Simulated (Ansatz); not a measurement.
# Meshes and cutoff for the phonons of GaAs (F-43m)

How do the frequencies of GaAs (F-43m) move with q mesh, k mesh and cutoff?

Program: Ansatz 0.2.0. Level of theory: DFT LDA, scalar-relativistic, plane waves, PAW; PAW set soft_1. Results are calculated unless marked as measured.

### Step 1. Starting point

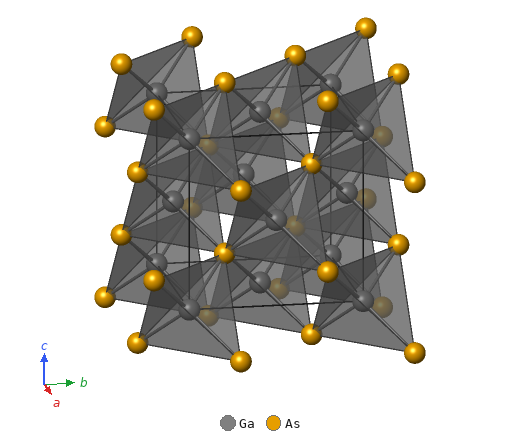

Start, viewed slightly off an axis; gallium grey, arsenic orange. This picture shows the conventional cell, with its axes. Some periodic images of atoms are drawn too.

### Step 2. Tight relaxation

The k mesh is raised to 20×20×20 since a zone-centre run on the first mesh warned that it was too coarse for the force constants, and the cell is relaxed again on it.

File input.yaml:

```yaml
crystal:
  lattice:
    - [0.0, 2.8015383337, 2.8015383337]
    - [2.8015383337, 0.0, 2.8015383337]
    - [2.8015383337, 2.8015383337, 0.0]
  atoms:
    - { symbol: Ga, position: [0.0, 0.0, 0.0] }
    - { symbol: As, position: [0.25, 0.25, 0.25] }
kpoints:
  mp_grid: { grid: [20, 20, 20] }
hamiltonian:
  xc: lda
  pseudopotentials: { kind: paw, azcp: { folder: soft_1 }, xc_functional: pbe }
scf:
  occupations: { method: fixed }
output:
  forces: true
  stress: true
  eigenvalues: true
relax:
  adjacent_minimum: "off"
  f_tol: 0.001
  max_steps: 60
  cell: { stress_tol: 0.01 }
```

Command:

```bash
> ansatz run input.yaml --threads 8 --pin off --max-ram 16384MiB --backend cpu --events-out ev --progress --plain --runs-dir out
```

Numbers of over 12 decimals in the logs are rounded to 6 here.

What it wrote:

```text
Engine: ansatz 0.2.0, x86_64-unknown-linux-gnu
Pseudopotentials: kind: paw
Pseudopotential: Ga, paw, valence charge 13, recommended cutoff 420 eV (normal), soft_1/Ga.paw.azcp
Pseudopotential: As, paw, valence charge 15, recommended cutoff 420 eV (normal), soft_1/As.paw.azcp
Functional definition: SPW92
  exchange = slater_x
  correlation = pw_c
Crystal: 2 atoms, lattice volume = 43.976 Å³
[...]
--- Relaxed structure (2 steps of the walk, 2 accepted, 1 SCFs on fresh bases) ---
  F+E_penalty+E_count = -8481.30751174 eV   max|allowed force component| = 1.250e-17 eV/Å   (the final SCF, on the basis selected at the relaxed cell)
  cell:  # Å, volume = 43.9831 Å³
    - [0, 2.801681, 2.801681]
    - [2.801681, 0, 2.801681]
    - [2.801681, 2.801681, 0]
  atoms:
    - { symbol: Ga, position: [0, 0, 0] }
    - { symbol: As, position: [0.25, 0.25, 0.25] }
[key lines of the parts left out:]
SCF converged after 6 iterations
Free energy (F): -8481.307512 eV
Fermi energy:    7.971421 eV
P = ⅓ Tr σ = 0.0028 GPa (0.028 kbar)
```

It took 13 s on 8 threads of Intel Xeon at 2.70GHz, shared host; peak memory 0.63 GiB.

Little changed from the start: no atom moved by 0.005 Å and no cell edge by 0.1 %.

This step gave:

```
pressure           : 0.002819 GPa
gap on the k-mesh  : 0.4901 eV
volume per atom    : 21.99 Å³
direct gap on mesh : 0.4901 eV
```

The forces vanish by symmetry and the pressure is 0.003 GPa, within the tolerances set. The cell now holds 21.99 Å³/atom.

### Step 3. Phonons on a q mesh

Stability and thermal properties need the whole zone. Linear response on a 4×4×4 q mesh gives force constants as far as a supercell of that size would, and the tensors from the zone-centre run are typed in so that the long-range dipole term is interpolated apart.

File input.yaml:

```yaml
crystal:
  lattice:
    - [0.0, 2.8016813138, 2.8016813138]
    - [2.8016813138, 0.0, 2.8016813138]
    - [2.8016813138, 2.8016813138, 0.0]
  atoms:
    - { symbol: Ga, position: [0.0, 0.0, 0.0] }
    - { symbol: As, position: [0.25, 0.25, 0.25] }
kpoints:
  mp_grid: { grid: [20, 20, 20] }
hamiltonian:
  xc: lda
  pseudopotentials: { kind: paw, azcp: { folder: soft_1 }, xc_functional: pbe }
scf:
  occupations: { method: fixed }
output:
  eigenvalues: true
phonons:
  method: dfpt
  qmesh: [4, 4, 4]
  temperatures: { t_max: 1000, t_step: 50 }
  qpath:
    path:
      - [[0.0, 0.0, 0.0], [-0.5, -0.5, 0.0], [-0.375, -0.375, 0.25]]
      - [[-0.375, 0.0, 0.375], [0.0, 0.0, 0.0], [0.0, 0.0, 0.5], [-0.5, -0.25, 0.25], [-0.5, -0.5, 0.0]]
    npoints: 10
  non_analytic_term:
    high_frequency_dielectric_tensor: [[13.9726, 0.0, 0.0], [0.0, 13.9726, 0.0], [0.0, 0.0, 13.9726]]
    born_effective_charges:
      - { species: Ga, tensor: [[2.0604, 0.0, 0.0], [0.0, 2.0604, 0.0], [0.0, 0.0, 2.0604]] }
      - { species: As, tensor: [[-2.0604, 0.0, 0.0], [0.0, -2.0604, 0.0], [0.0, 0.0, -2.0604]] }
    source: "zone-centre run at this cell"
```

What it wrote:

```text
Warning: phonons: the dynamical matrix that this run interpolates holds no multipole term above the dipole-dipole one, and a site of this crystal is no centre of inversion, so its interpolated transverse optical and acoustic branches and sound speeds can stay off near Gamma, and the density of states and the thermodynamics with them. What a run solves at a wave vector of phonons.qpoints, Gamma apart, where the deck admits one, is free of this, and under fd what a larger phonons.supercell samples
[...]
Crystal: 2 atoms, lattice volume = 43.983 Å³
Basis set: ecut = 420 eV, 869 PW (Γ), exchange–correlation on 54×54×54 points (8 copies of the dense FFT grid, shifted against one another)
Bands: 18, of which v1, the nominal top of the filled ones, is band 14 counted from 1 (13 counted from 0)
Symmetry: 24 space group operations
k-points: 256 of 8000 (time reversal used)
[...]
SCF iter   1: F=—  HF=-8481.461267 eV  |F-HF|=—  |Δ(HF+E_count)|=         —  Δρ=4.26e-2  dr2=5.02e-1  ethr=3.10e-3  ⟨swp⟩=4.7  Hψ=20078  notcnv=0  defer=455
[...]
SCF iter  10: F=-8481.307512 eV  HF=-8481.307512 eV  |F-HF|=0.00e0  |Δ(HF+E_count)|=  1.82e-12  Δρ=2.56e-8  dr2=2.36e-13  ethr=1.00e-12  ⟨swp⟩=6.8  Hψ=25664  notcnv=0
SCF 1 converged in 10 iterations: F = -8481.307512 eV  dr2 = 2.36e-13
[...]
NSCF: frozen V_eff on 256 k-points
[...]
DFPT response loops at q = (0, 0, 0) (fractional): preconditioner auto → none (the input reference at scf.mixing.eps_inf says where Resta's filter doesn't serve); β = 0.50; Broyden in place of MSR1
[...]
phonons.qmesh, q = [0.0000, 0.2500, -0.5000]: its response loops start from zero, take more passes and end by a threshold: the memory limit or budget leaves too little room for the subspace of the ground state's own states beside the solves, or none could be made (phonons.method)
[...]
SCF converged after 10 iterations
Free energy (F): -8481.307512 eV
[...]
Internal energy: -8481.307512 eV  (E = F + TS)
E sigma→0 (E₀):  -8481.307512 eV
Fermi energy:    7.971421 eV
[...]
--- Band table (eV; the first three rows and the last of 256) ---
  k-point 0: bands = [... 10 lower, -5.0051, 7.9714, 7.9714, 7.9714, 8.4615, 11.6686, 11.6686, 11.6686]
  k-point 1: bands = [... 10 lower, -4.9744, 7.3157, 7.9265, 7.9265, 8.9831, 11.7091, 11.7346, 11.7346]
  k-point 2: bands = [... 10 lower, -4.8832, 6.4136, 7.8047, 7.8047, 9.4361, 11.9128, 11.9128, 11.9224]
  k-point 255: bands = [... 10 lower, -2.3325, 1.1737, 4.2895, 4.4802, 12.6258, 12.6346, 13.3621, 13.9431]
--- Phonons (Γ-DFPT): 2 representative perturbations + reference (Σ response iterations 7) ---
  ASR residual: 1.500e-5 → 0.000e0 eV/Å²; symmetrization residual: 1.242e-6 eV/Å²
  ASR residual per site (eV/Å²): 8.37e-6 1.50e-5
  Γ frequencies (cm⁻¹): 0.00 0.00 0.00 268.68 268.68 268.68
--- Phonons (arbitrary-q DFPT): 8 irreducible q on the 4×4×4 mesh ---
  q = [0.0000, 0.0000, 0.0000] (star 1, of the zone-centre solve; hermiticity 2.59e-7, symmetrization 4.68e-12): -0.00 -0.00 -0.00 268.68 268.68 268.68
  q = [0.0000, 0.0000, 0.2500] (star 8, 2 solved perturbations on 4200 of 8000 k-point pairs; hermiticity 4.99e-7, symmetrization 1.98e-12): 50.48 50.48 129.01 262.81 262.81 271.98
[...]
q = [0.0000, 0.2500, 0.2500] (star 6, 4 solved perturbations in 6840 linear systems a pass and spin channel, the states on 2210 of 8000 k-point pairs; hermiticity 9.23e-7, symmetrization 1.30e-12): 68.06 68.06 131.59 255.78 255.78 275.92
[...]
sum rule: each row above includes the acoustic sum rule's correction from the zone centre's row sums; it moved no ω² by more than (0.23 cm⁻¹)²
  mesh force constants: q→R imaginary residual 1.90e-18; ASR residual 1.500e-5 → 0.000e0 eV/Å²; symmetrization residual 3.553e-15 eV/Å²
  interpolated dispersion: 63 rows × 6 modes
  density of states and harmonic sums: on the 20×20×20 q-mesh, interpolated from the force constants of a 4×4×4 supercell (with the dipole–dipole term of supplied tensors)
  largest difference from the sums on the solved wave vectors: F 1.09e-2 eV, S 1.49e-5 and C_V 4.00e-6 eV/K
  zero-point energy: 0.067449 eV/cell   skipped modes (ω ≤ 0): 3   left out of the sums: 6.25e-5 of the cell's modes: C_V's classical limit lies that fraction below 3 k_B per atom; for a crystal, a wire or a layer, F and S can be off by more, and a phonons.interpolated_qmesh denser along its periods is the remedy for the sampling
```

It took 15 min on 8 threads; peak memory 11 GiB.

This step gave:

```yaml
sum_rule_residual_before_enforcement: 1.50e-5 eV/Å²
lowest_frequency_on_the_path: 0 cm⁻¹
point_group: -43m
highest_frequency_on_the_path_or_at_a_solved_wavevector: 285.7 cm⁻¹
mean_frequency: 181.4 cm⁻¹
debye_temperature_second_moment: 369 K
logarithmic_mean_frequency: 158.5 cm⁻¹
highest_optical_mode_at_the_zone_centre_no_lo_to_term: 268.7 cm⁻¹
lowest_optical_zone_centre_mode: 268.7 cm⁻¹
lowest_mode_on_the_q_mesh_acoustic_modes_at_gamma_apart: 50.48 cm⁻¹
zero_point_energy_per_atom: 33.72 meV
heat_capacity_at_300_k: 23.18 J/(mol atoms K)
vibrational_entropy_at_300_k: 32.69 J/(mol atoms K)
```

Frequencies (cm⁻¹) solved at each irreducible wavevector; negative means imaginary. Frequencies by wavevector, by row:

| q in reciprocal lattice units | star | mode 1 | mode 2 | mode 3 | mode 4 | mode 5 | mode 6 |
| --- | --- | --- | --- | --- | --- | --- | --- |
| 0 0 0 | 1 | 0 | 0 | 0 | 268.7 | 268.7 | 268.7 |
| 0 0 0.25 | 8 | 50.5 | 50.5 | 129 | 262.8 | 262.8 | 272 |
| 0 0 -0.5 | 4 | 59.5 | 59.5 | 205.9 | 236.7 | 261.7 | 261.7 |
| 0 0.25 0.25 | 6 | 68.1 | 68.1 | 131.6 | 255.8 | 255.8 | 275.9 |
| 0 0.25 -0.5 | 24 | 74.4 | 101.1 | 178.2 | 233.6 | 254.7 | 265.6 |
| 0 0.25 -0.25 | 12 | 71.8 | 100.9 | 159.1 | 235.4 | 256.3 | 270.2 |
| 0 -0.5 -0.5 | 3 | 75.4 | 75.4 | 220.9 | 236 | 253.6 | 253.6 |
| 0.25 -0.5 -0.25 | 6 | 96.6 | 108.4 | 197.1 | 203.3 | 254.2 | 265.2 |

Interpolated from a 4×4×4 q mesh, with the LO-TO term (at Γ the limit along the path; where Γ stands inside the path, tables give the limit on arrival). The phonon branches at the labelled points (cm⁻¹):

| point | branch 1 | branch 2 | branch 3 | branch 4 | branch 5 | branch 6 |
| --- | --- | --- | --- | --- | --- | --- |
| Γ | 0 | 0 | 0 | 269 | 269 | 286 |
| X | 75 | 75 | 221 | 236 | 254 | 254 |
| U | 81 | 102 | 200 | 214 | 253 | 266 |
| jump to K | 81 | 102 | 200 | 214 | 253 | 266 |
| Γ | 0 | 0 | 0 | 269 | 269 | 286 |
| L | 60 | 60 | 206 | 237 | 262 | 262 |
| W | 97 | 108 | 197 | 203 | 254 | 265 |
| X | 75 | 75 | 221 | 236 | 254 | 254 |

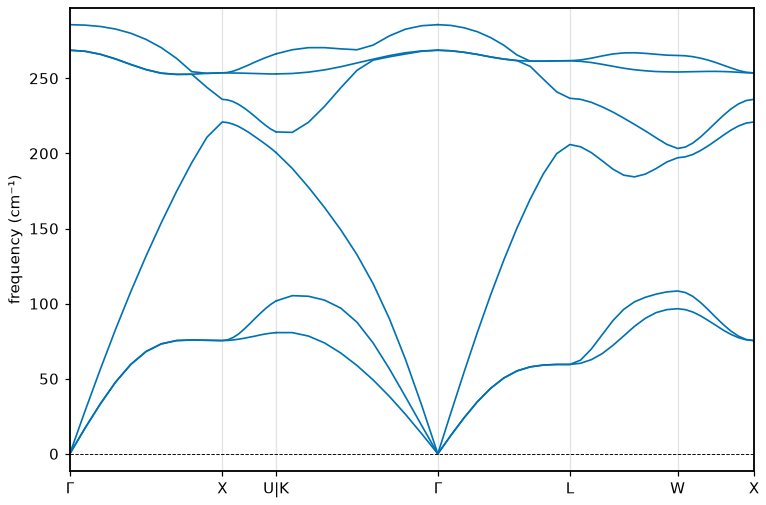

Phonon branches along the path.

Symmetry leaves 8 wavevectors to solve. The lowest mode among them, the acoustic zeros apart, lies at q = (0, 0, 0.25) and is real, 50.5 cm⁻¹.

### Step 4. Another q mesh, q mesh 2×2×2

The q mesh is changed to 2×2×2, to see how far the force constants must reach.

input.yaml, as its differences from that of step 3:

```diff
@@ -19,3 +19,3 @@
   method: dfpt
-  qmesh: [4, 4, 4]
+  qmesh: [2, 2, 2]
   temperatures: { t_max: 1000, t_step: 50 }
```

What it wrote:

```text
[...]
Crystal: 2 atoms, lattice volume = 43.983 Å³
Basis set: ecut = 420 eV, 869 PW (Γ), exchange–correlation on 54×54×54 points (8 copies of the dense FFT grid, shifted against one another)
Bands: 18, of which v1, the nominal top of the filled ones, is band 14 counted from 1 (13 counted from 0)
Symmetry: 24 space group operations
k-points: 256 of 8000 (time reversal used)
[...]
SCF iter   1: F=—  HF=-8481.461267 eV  |F-HF|=—  |Δ(HF+E_count)|=         —  Δρ=4.26e-2  dr2=5.02e-1  ethr=3.10e-3  ⟨swp⟩=4.7  Hψ=20078  notcnv=0  defer=455
[...]
SCF iter  10: F=-8481.307512 eV  HF=-8481.307512 eV  |F-HF|=0.00e0  |Δ(HF+E_count)|=  1.82e-12  Δρ=2.56e-8  dr2=2.36e-13  ethr=1.00e-12  ⟨swp⟩=6.8  Hψ=25664  notcnv=0
SCF 1 converged in 10 iterations: F = -8481.307512 eV  dr2 = 2.36e-13
[...]
SCF converged after 10 iterations
Free energy (F): -8481.307512 eV
[...]
Internal energy: -8481.307512 eV  (E = F + TS)
E sigma→0 (E₀):  -8481.307512 eV
Fermi energy:    7.971421 eV
[...]
--- Band table (eV; the first three rows and the last of 256) ---
  k-point 0: bands = [... 10 lower, -5.0051, 7.9714, 7.9714, 7.9714, 8.4615, 11.6686, 11.6686, 11.6686]
  k-point 1: bands = [... 10 lower, -4.9744, 7.3157, 7.9265, 7.9265, 8.9831, 11.7091, 11.7346, 11.7346]
  k-point 2: bands = [... 10 lower, -4.8832, 6.4136, 7.8047, 7.8047, 9.4361, 11.9128, 11.9128, 11.9224]
  k-point 255: bands = [... 10 lower, -2.3325, 1.1737, 4.2895, 4.4802, 12.6258, 12.6346, 13.3621, 13.9431]
[...]
ASR residual: 1.500e-5 → 0.000e0 eV/Å²; symmetrization residual: 1.242e-6 eV/Å²
  ASR residual per site (eV/Å²): 8.37e-6 1.50e-5
  Γ frequencies (cm⁻¹): 0.00 0.00 0.00 268.68 268.68 268.68
--- Phonons (arbitrary-q DFPT): 3 irreducible q on the 2×2×2 mesh ---
[...]
interpolated dispersion: 63 rows × 6 modes
[...]
```

Run time: 1.8 min. Hardware: 8 threads; peak memory 4 GiB; 11 min of CPU time.

This step gave:

| Property | Result |
| --- | --- |
| mean frequency | 182.1 cm⁻¹ |
| Debye temperature (second moment) | 372 K |
| logarithmic mean frequency | 156.1 cm⁻¹ |
| lowest mode on the q mesh (acoustic modes at Γ apart) | 59.5 cm⁻¹ |
| zero-point energy per atom | 33.87 meV |
| heat capacity at 300 K | 23.14 J/(mol atoms K) |
| vibrational entropy at 300 K | 33.10 J/(mol atoms K) |

Frequencies (cm⁻¹) solved at each irreducible wavevector; negative means imaginary. Frequencies by wavevector, by row:

| q in reciprocal lattice units | star | mode 1 | mode 2 | mode 3 | mode 4 | mode 5 | mode 6 |
| --- | --- | --- | --- | --- | --- | --- | --- |
| 0 0 0 | 1 | 0 | 0 | 0 | 268.7 | 268.7 | 268.7 |
| 0 0 -0.5 | 4 | 59.5 | 59.5 | 205.9 | 236.7 | 261.7 | 261.7 |
| 0 -0.5 -0.5 | 3 | 75.4 | 75.4 | 220.9 | 236 | 253.6 | 253.6 |

Interpolated from a 2×2×2 q mesh, rough between the solved points, with the LO-TO term (at Γ the limit along the path; where Γ stands inside the path, tables give the limit on arrival). Phonon branches along the path, in cm⁻¹:

| point | branch 1 | branch 2 | branch 3 | branch 4 | branch 5 | branch 6 |
| --- | --- | --- | --- | --- | --- | --- |
| Γ | 0 | 0 | 0 | 269 | 269 | 286 |
| X | 75 | 75 | 221 | 236 | 254 | 254 |
| U | 72 | 119 | 204 | 221 | 256 | 264 |
| jump to K | 72 | 119 | 204 | 221 | 256 | 264 |
| Γ | 0 | 0 | 0 | 269 | 269 | 286 |
| L | 60 | 60 | 206 | 237 | 262 | 262 |
| W | 95 | 115 | 209 | 209 | 258 | 264 |
| X | 75 | 75 | 221 | 236 | 254 | 254 |

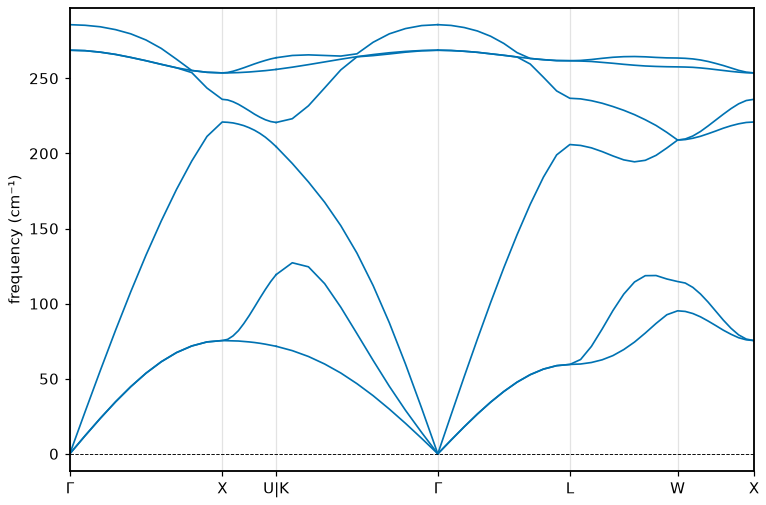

Phonon branches along the path.

The mean frequency is 182.1 cm⁻¹, +0.7 cm⁻¹ against the base run.

On this path the spectrum ends at 286 cm⁻¹ (at Γ). No branch goes imaginary on this path.

### Step 5. Another q mesh, k-mesh 21×21×21, q mesh 3×3×3

The q mesh is changed to 3×3×3, to see how far the force constants must reach; the k mesh is 21×21×21, against 20×20×20 in the base run, so that the q mesh divides it.

input.yaml, as its differences from that of step 4:

```diff
@@ -9,3 +9,3 @@
 kpoints:
-  mp_grid: { grid: [20, 20, 20] }
+  mp_grid: { grid: [21, 21, 21] }
 hamiltonian:
@@ -19,3 +19,3 @@
   method: dfpt
-  qmesh: [2, 2, 2]
+  qmesh: [3, 3, 3]
   temperatures: { t_max: 1000, t_step: 50 }
```

What it wrote:

```text
[...]
Crystal: 2 atoms, lattice volume = 43.983 Å³
Basis set: ecut = 420 eV, 869 PW (Γ), exchange–correlation on 54×54×54 points (8 copies of the dense FFT grid, shifted against one another)
Bands: 18, of which v1, the nominal top of the filled ones, is band 14 counted from 1 (13 counted from 0)
Symmetry: 24 space group operations
k-points: 286 of 9261 (time reversal used)
[...]
k-point 285: bands = [... 10 lower, -2.3471, 1.1844, 4.2295, 4.5793, 12.4392, 12.6408, 13.3497, 14.1812]
[...]
ASR residual: 1.489e-5 → 0.000e0 eV/Å²; symmetrization residual: 1.791e-6 eV/Å²
  ASR residual per site (eV/Å²): 1.18e-5 1.49e-5
  Γ frequencies (cm⁻¹): 0.00 0.00 0.00 268.67 268.67 268.67
--- Phonons (arbitrary-q DFPT): 4 irreducible q on the 3×3×3 mesh ---
[...]
interpolated dispersion: 63 rows × 6 modes
[...]
[key lines of the parts left out:]
SCF converged after 10 iterations
Free energy (F): -8481.307515 eV
Fermi energy:    7.971419 eV
```

Run time: 6.8 min. Hardware: 8 threads; peak memory 8.5 GiB.

Numbers from this step:

```yaml
sum_rule_residual_before_enforcement: 1.49e-5 eV/Å²
mean_frequency: 181.4 cm⁻¹
debye_temperature_second_moment: 370 K
logarithmic_mean_frequency: 157.7 cm⁻¹
lowest_mode_on_the_q_mesh_acoustic_modes_at_gamma_apart: 56.29 cm⁻¹
zero_point_energy_per_atom: 33.73 meV
heat_capacity_at_300_k: 23.17 J/(mol atoms K)
vibrational_entropy_at_300_k: 32.83 J/(mol atoms K)
```

Frequencies (cm⁻¹) solved at each irreducible wavevector; negative means imaginary. Frequencies by wavevector, by row:

| q in reciprocal lattice units | star | mode 1 | mode 2 | mode 3 | mode 4 | mode 5 | mode 6 |
| --- | --- | --- | --- | --- | --- | --- | --- |
| 0 0 0 | 1 | 0 | 0 | 0 | 268.7 | 268.7 | 268.7 |
| 0 0 0.3333 | 8 | 56.3 | 56.3 | 163.9 | 260.2 | 261.9 | 261.9 |
| 0 0.3333 0.3333 | 6 | 73.9 | 73.9 | 169 | 253.8 | 253.8 | 265.4 |
| 0 0.3333 -0.3333 | 12 | 77.2 | 110.6 | 189.8 | 216 | 253.9 | 268.3 |

The mean frequency is 181.4 cm⁻¹, +0.0 cm⁻¹ against the base run, whose k mesh differs too.

(Part 1 of 3 ends here.)

[Logs are printed without paths, hosts, clocks, repeated set-up lines and the standing remarks that a program may print on its own settings, such as how far it seeks lower states.]

[Hosts, paths, dates, database ids (printed as entryN), source tags and the programs' standing remarks are cut or masked in the printed files.]
